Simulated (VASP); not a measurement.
# Run report: ZnO, geometry relaxation (part 1 of 2)

System: ZnO (4 atoms in the cell).
Method: Kohn-Sham DFT of a periodic cell, PBE, VASP PAW PBE potentials, recommended, no spin polarisation (VASP 6.6.1).

The structure derives from an entry of the Crystallography Open Database.

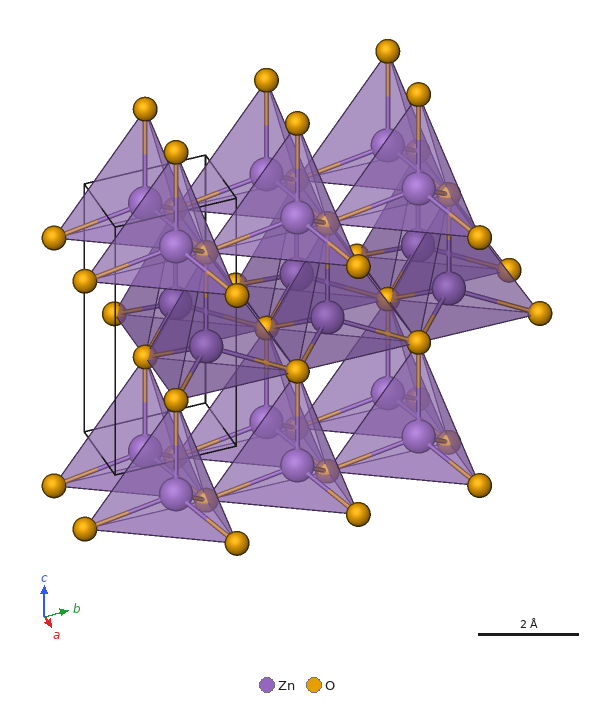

**Figure 1.** The input geometry (polyhedral view of the cell of the calculation, repeated 2 × 3 × 1, seen slightly off an axis; polyhedra are completed across the faces of the cell). An atom can appear more than once, as a periodic image.

Summary:

| quantity | value |
| --- | --- |
| outcome | converged |
| space group (tolerance 0.01 Å) | P6₃mc (186) |
| electrons treated | 36 |
| free energy | −17.8600 eV |
| gap on the k-point mesh | 0.72 eV |
| pressure | −0.01 GPa |
| final volume | 49.64 Å³ |
| largest force (length of the vector) at the end | 0.002 eV/Å |
| final cell | a = 3.291 Å, b = 3.291 Å, c = 5.294 Å, α = 90.00°, β = 90.00°, γ = 120.00° |
| hardware | 1 thread of Intel Xeon (Granite Rapids), 64 GiB of memory available, shared host |
| wall time | 75 s |
| peak memory | 0.2 GiB |

INCAR:
```
SYSTEM = ZnO
PREC = Accurate ; ENCUT = 520
EDIFF = 1E-7 ; ISMEAR = 0
SIGMA = 0.02 ; LREAL = .False.
LASPH = .True. ; NELM = 60
ALGO = Fast ; ISIF = 3
LWAVE = .False. ; LCHARG = .False.
GGA = PE ; IBRION = 2
NSW = 80 ; EDIFFG = -0.15
```

KPOINTS:
```
Automatic mesh
0
Gamma
  12 12 6
  0 0 0
```

POSCAR:
```
ZnO
1.0
    3.2493080000      0.0000000000      0.0000000000
   -1.6246540000      2.8139832700      0.0000000000
    0.0000000000      0.0000000000      5.2057090000
Zn O
2 2
Direct
    0.3333333300      0.6666666700      0.5000000000
    0.6666666700      0.3333333300      0.0000000000
    0.6666666700      0.3333333300      0.3790100000
    0.3333333300      0.6666666700      0.8790100000
```

Launched with:
```bash
cat potpaw_PBE.64/Zn/POTCAR potpaw_PBE.64/O/POTCAR > POTCAR
mpirun -np 1 vasp_std > vasp.out
```

OSZICAR:
```
N       E                     dE             d eps       ncg     rms          rms(c)
DAV:   1     0.288280060326E+03    0.28828E+03   -0.19055E+04  3352   0.239E+03
DAV:   2     0.973588439412E+01   -0.27854E+03   -0.26850E+03  3554   0.443E+02
DAV:   3    -0.204820265769E+02   -0.30218E+02   -0.30007E+02  3872   0.155E+02
DAV:   4    -0.210599528846E+02   -0.57793E+00   -0.57737E+00  3680   0.229E+01
DAV:   5    -0.210643404720E+02   -0.43876E-02   -0.43873E-02  3878   0.191E+00    0.147E+01
RMM:   6    -0.178064029436E+02    0.32579E+01   -0.12020E+01  3344   0.223E+01    0.110E+01
RMM:   7    -0.178488110514E+02   -0.42408E-01   -0.16235E+00  3345   0.121E+01    0.434E+00
RMM:   8    -0.178228494976E+02    0.25962E-01   -0.22051E-01  3344   0.392E+00    0.267E+00
RMM:   9    -0.178232002856E+02   -0.35079E-03   -0.76930E-02  3346   0.304E+00    0.337E-01
RMM:  10    -0.178218263977E+02    0.13739E-02   -0.28890E-02  3362   0.965E-01    0.119E-01
RMM:  11    -0.178224366547E+02   -0.61026E-03   -0.59032E-03  3360   0.756E-01    0.115E-01
RMM:  12    -0.178223612514E+02    0.75403E-04   -0.19125E-03  3378   0.331E-01    0.485E-02
RMM:  13    -0.178224021230E+02   -0.40872E-04   -0.55815E-04  3350   0.117E-01    0.465E-02
RMM:  14    -0.178224036579E+02   -0.15350E-05   -0.73065E-05  3410   0.508E-02    0.305E-02
RMM:  15    -0.178223929208E+02    0.10737E-04   -0.45452E-05  3354   0.575E-02    0.106E-02
RMM:  16    -0.178223936789E+02   -0.75806E-06   -0.76771E-06  3353   0.245E-02    0.782E-03
RMM:  17    -0.178223936856E+02   -0.66975E-08   -0.12204E-06  2990   0.964E-03    0.642E-03
RMM:  18    -0.178223937813E+02   -0.95733E-07   -0.18082E-07  2119   0.359E-03
   1 F= -.17822394E+02 E0= -.17822394E+02  d E =-.178224E+02
       N       E                     dE             d eps       ncg     rms          rms(c)
DAV:   1    -0.193450590534E+02   -0.15227E+01   -0.23994E+01  3818   0.100E+02    0.888E+00
RMM:   2    -0.179974462985E+02    0.13476E+01   -0.42542E+00  3344   0.255E+01    0.366E+00
RMM:   3    -0.179034530215E+02    0.93993E-01   -0.54440E-01  3344   0.623E+00    0.157E+00
RMM:   4    -0.178591428159E+02    0.44310E-01   -0.70332E-02  3344   0.238E+00    0.991E-01
RMM:   5    -0.178521520921E+02    0.69907E-02   -0.16352E-02  3344   0.121E+00    0.288E-01
RMM:   6    -0.178509391095E+02    0.12130E-02   -0.91730E-03  3443   0.581E-01    0.177E-01
RMM:   7    -0.178509440627E+02   -0.49532E-05   -0.13419E-03  3344   0.388E-01    0.607E-02
RMM:   8    -0.178510104471E+02   -0.66384E-04   -0.67581E-04  3344   0.261E-01    0.911E-02
RMM:   9    -0.178509424333E+02    0.68014E-04   -0.32560E-04  3352   0.226E-01    0.212E-02
RMM:  10    -0.178509417855E+02    0.64784E-06   -0.41498E-05  3348   0.404E-02    0.132E-02
RMM:  11    -0.178509422407E+02   -0.45527E-06   -0.27578E-06  3323   0.132E-02    0.826E-03
RMM:  12    -0.178509422018E+02    0.38910E-07   -0.14889E-06  3229   0.108E-02    0.171E-03
RMM:  13    -0.178509422056E+02   -0.37489E-08   -0.50402E-07  2456   0.667E-03
   2 F= -.17850942E+02 E0= -.17850942E+02  d E =-.285484E-01
       N       E                     dE             d eps       ncg     rms          rms(c)
DAV:   1    -0.180360437868E+02   -0.18510E+00   -0.26454E+00  4096   0.316E+01    0.309E+00
RMM:   2    -0.178726694475E+02    0.16337E+00   -0.57064E-01  3344   0.924E+00    0.118E+00
RMM:   3    -0.178661959043E+02    0.64735E-02   -0.81506E-02  3344   0.187E+00    0.506E-01
RMM:   4    -0.178616374140E+02    0.45585E-02   -0.10057E-02  3348   0.859E-01    0.367E-01
RMM:   5    -0.178605339806E+02    0.11034E-02   -0.63109E-03  3344   0.674E-01    0.151E-01
RMM:   6    -0.178599558939E+02    0.57809E-03   -0.11195E-03  3413   0.242E-01    0.668E-02
RMM:   7    -0.178599810490E+02   -0.25155E-04   -0.96289E-04  3572   0.208E-01    0.322E-02
RMM:   8    -0.178599567237E+02    0.24325E-04   -0.16096E-04  3346   0.118E-01    0.249E-02
RMM:   9    -0.178599553132E+02    0.14105E-05   -0.40589E-05  3346   0.765E-02    0.647E-03
RMM:  10    -0.178599547940E+02    0.51924E-06   -0.36811E-06  3413   0.144E-02    0.449E-03
RMM:  11    -0.178599546708E+02    0.12321E-06   -0.83825E-07  2544   0.696E-03    0.167E-03
RMM:  12    -0.178599546864E+02   -0.15610E-07   -0.48044E-07  2335   0.387E-03
   3 F= -.17859955E+02 E0= -.17859955E+02  d E =-.375609E-01
```

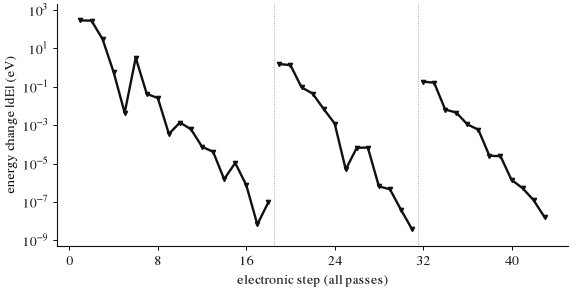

**Figure 2.** Convergence of the self-consistent field: energy change |dE| against the electronic step. Each stretch between dotted lines is the SCF of one geometry step of a relaxation. The 3 ionic steps take 12 to 18 electronic steps each. The density is held fixed in the first few steps, and dE rises again when its update begins.

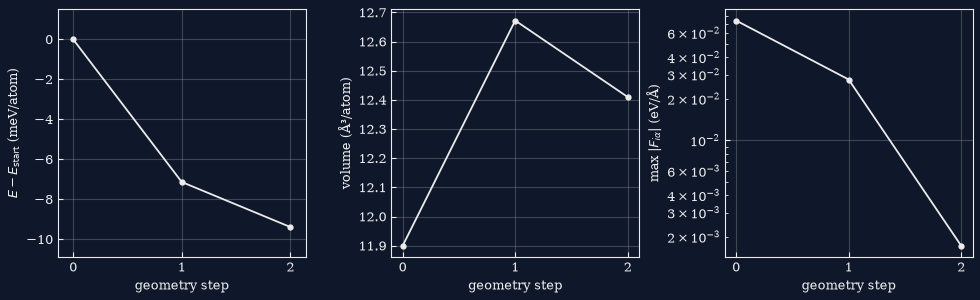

**Figure 3.** Progress of the relaxation, step by step (steps are counted from 0).

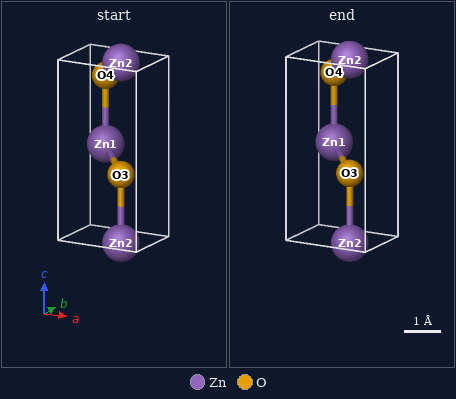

**Figure 4.** Before (left) and after (right) the relaxation, at one scale (ball-and-stick view of the cell of the calculation, seen slightly off an axis). After 2 geometry steps the energy has fallen by 9.4 meV per atom. Largest force component: 0.074 eV/Å at the start, 0.0017 eV/Å at the end. No atom moves by more than 0.005 Å relative to the cell. The drawn cell changes as follows: a = b 3.249 → 3.291 Å (+1.3 %), c 5.206 → 5.294 Å (+1.7 %); the volume changes by +4.3 %. Distances before and after: Zn1–O4 1.973 → 2.011 Å, Zn1–O3 1.979 → 2.003 Å. The space group stays P6_3mc (No. 186). (Atoms are counted from 1 in the order of the input.)

Parts of OUTCAR:
```
SYSTEM = ZnO
   PREC = Accurate
   ENCUT = 520
   EDIFF = 1E-7
   ISMEAR = 0
   LREAL = .False.
   LASPH = .True.
   NELM = 60
   ISIF = 3
   GGA = PE
   IBRION = 2
   NSW = 80
   EDIFFG = -0.15

 ion  position               nearest neighbor table
   1  0.333  0.667  0.500-   4 1.97   3 1.98   3 1.98   3 1.98
   2  0.667  0.333  0.000-   3 1.97   4 1.98   4 1.98   4 1.98
   3  0.667  0.333  0.379-   2 1.97   1 1.98   1 1.98   1 1.98
   4  0.333  0.667  0.879-   1 1.97   2 1.98   2 1.98   2 1.98

  LATTYP: Found a hexagonal cell.
 ALAT       =     3.2493080000
 C/A-ratio  =     1.6020977390

  Lattice vectors:

 A1 = (   3.2493080000,   0.0000000000,   0.0000000000)
 A2 = (  -1.6246540000,   2.8139832700,   0.0000000000)
 A3 = (   0.0000000000,   0.0000000000,   5.2057090000)

Analysis of symmetry for initial positions (statically):
=====================================================================
 Subroutine PRICEL returns:
 Original cell was already a primitive cell.

 Routine SETGRP: Setting up the symmetry group for a
 hexagonal supercell.

 Subroutine GETGRP returns: Found 12 space group operations
 (whereof  6 operations were pure point group operations)
 out of a pool of 24 trial point group operations.

The static configuration has the point symmetry C_3v.
 The point group associated with its full space group is C_6v.

Analysis of symmetry for dynamics (positions and initial velocities):
=====================================================================
 Subroutine PRICEL returns:
 Original cell was already a primitive cell.

 Routine SETGRP: Setting up the symmetry group for a
 hexagonal supercell.

 Subroutine GETGRP returns: Found 12 space group operations
 (whereof  6 operations were pure point group operations)
 out of a pool of 24 trial point group operations.

The dynamic configuration has the point symmetry C_3v.
 The point group associated with its full space group is C_6v.

 Subroutine INISYM returns: Found 12 space group operations
 (whereof  6 operations are pure point group operations),
 and found     1 'primitive' translations

----------------------------------------------------------------------------------------

                                     Primitive cell

  volume of cell :      47.5984

  direct lattice vectors                    reciprocal lattice vectors
     3.249308000  0.000000000  0.000000000     0.307757836  0.177684070  0.000000000
    -1.624654000  2.813983270  0.000000000     0.000000000  0.355368140  0.000000000
     0.000000000  0.000000000  5.205709000     0.000000000  0.000000000  0.192096792

  length of vectors
     3.249308000  3.249307998  5.205709000     0.355368140  0.355368140  0.192096792

  position of ions in fractional coordinates (direct lattice)
     0.333333330  0.666666670  0.500000000
     0.666666670  0.333333330  0.000000000
     0.666666670  0.333333330  0.379010000
     0.333333330  0.666666670  0.879010000

  ion indices of the primitive-cell ions
   primitive index   ion index
                 1           1
                 2           2
                 3           3
                 4           4

----------------------------------------------------------------------------------------

 KPOINTS: Automatic mesh

Automatic generation of k-mesh.
 Grid dimensions read from file:
 generate k-points for:   12   12    6

 Generating k-lattice:

  Cartesian coordinates                     Fractional coordinates (reciprocal lattice)
     0.025646486  0.014807006  0.000000000     0.083333333  0.000000000  0.000000000
     0.000000000  0.029614012  0.000000000     0.000000000  0.083333333  0.000000000
     0.000000000  0.000000000  0.032016132     0.000000000  0.000000000  0.166666667

  Length of vectors
     0.029614012  0.029614012  0.032016132

  Shift w.r.t. Gamma in fractional coordinates (k-lattice)
     0.000000000  0.000000000  0.000000000

 Subroutine IBZKPT returns following result:
 ===========================================

 Found     76 irreducible k-points:

 Following reciprocal coordinates:
            Coordinates               Weight
  0.000000  0.000000  0.000000      1.000000
  0.083333  0.000000  0.000000      6.000000
  0.166667  0.000000  0.000000      6.000000
  0.250000  0.000000  0.000000      6.000000
  0.333333  0.000000  0.000000      6.000000
  0.416667  0.000000  0.000000      6.000000
  0.500000  0.000000  0.000000      3.000000
  0.083333  0.083333  0.000000      6.000000
  0.166667  0.083333  0.000000     12.000000
  0.250000  0.083333  0.000000     12.000000
  0.333333  0.083333  0.000000     12.000000
  0.416667  0.083333  0.000000     12.000000
  0.166667  0.166667  0.000000      6.000000
  0.250000  0.166667  0.000000     12.000000
  0.333333  0.166667  0.000000     12.000000
  0.416667  0.166667  0.000000      6.000000
  0.250000  0.250000  0.000000      6.000000
  0.333333  0.250000  0.000000     12.000000
  0.333333  0.333333  0.000000      2.000000
  0.000000  0.000000  0.166667      2.000000
  0.083333  0.000000  0.166667     12.000000
  0.166667  0.000000  0.166667     12.000000
  0.250000  0.000000  0.166667     12.000000
  0.333333  0.000000  0.166667     12.000000
 [... further k-points ...]
   k-points           NKPTS =     76   k-points in BZ     NKDIM =     76   number of bands    NBANDS=     22
   number of dos      NEDOS =    301   number of ions     NIONS =      4
   total plane-waves  NPLWV =  23040
   dimension x,y,z NGX =    24 NGY =   24 NGZ =   40
   dimension x,y,z NGXF=    48 NGYF=   48 NGZF=   80
   ions per type =               2   2
   NGX,Y,Z   is equivalent  to a cutoff of  12.28, 12.28, 12.77 a.u.
   NGXF,Y,Z  is equivalent  to a cutoff of  24.56, 24.56, 25.55 a.u.
 SYSTEM =  ZnO
   PREC   = accura    normal or accurate (medium, high low for compatibility)
   ISTART =      0    job   : 0-new  1-cont  2-samecut
   ICHARG =      2    charge: 1-file 2-atom 10-const
   ISPIN  =      1    spin polarized calculation?
   LNONCOLLINEAR =      F non collinear calculations
   LSORBIT =      F    spin-orbit coupling
   LASPH  =      T    aspherical Exc in radial PAW
   ENCUT  =  520.0 eV  38.22 Ry    6.18 a.u.   6.04  6.04  9.68*2*pi/ulx,y,z
   NELM   =     60;   NELMIN=  2; NELMDL= -5     # of ELM steps
   EDIFF  = 0.1E-06   stopping-criterion for ELM
   LREAL  =      F    real-space projection
   EDIFFG = -.1E+00   stopping-criterion for IOM
   NSW    =     80    number of steps for IOM
   IBRION =      2    ionic relax: 0-MD 1-quasi-New 2-CG
   NFREE  =      1    steps in history (QN), initial steepest desc. (CG)
   ISIF   =      3    stress and relaxation
   ISYM   =      2    0-nonsym 1-usesym 2-fastsym
   POTIM  = 0.5000    time-step for ionic-motion
   TEBEG  =    0.0;   TEEND  =   0.0 temperature during run
   PSTRESS=    0.0 pullay stress
   NELECT =      36.0000    total number of electrons
   NUPDOWN=      -1.0000    fix difference up-down
   EMIN   =  10.00;   EMAX   =-10.00  energy-range for DOS
   EFERMI =   0.00;   METHOD = LEGACY
   ISMEAR =     0;   SIGMA  =   0.02  broadening in eV -4-tet -1-fermi 0-gaus
   EFERMI_NEDOS =   21; number of points for ismear=-14 and -15
   IALGO  =     68    algorithm
   IMIX   =      4    mixing-type and parameters
     AMIX     =   0.40;   BMIX     =  1.00
     AMIX_MAG =   1.60;   BMIX_MAG =  1.00
  volume/ion in A,a.u.               =      11.90        80.30
  Fermi-wavevector in a.u.,A,eV,Ry     =   1.491574  2.818667 30.270160  2.224794
  Thomas-Fermi vector in A             =   2.604212
   LORBIT       =      0    0 simple, 1 ext, 2 COOP (PROOUT), +10 PAW based schemes
   GGA     = PE    functional components
   LHFCALC =     F    Hartree Fock is set to
   AEXX    =    0.0000 exact exchange contribution
   IVDW    =     0    specifies the selected vdW correction
```
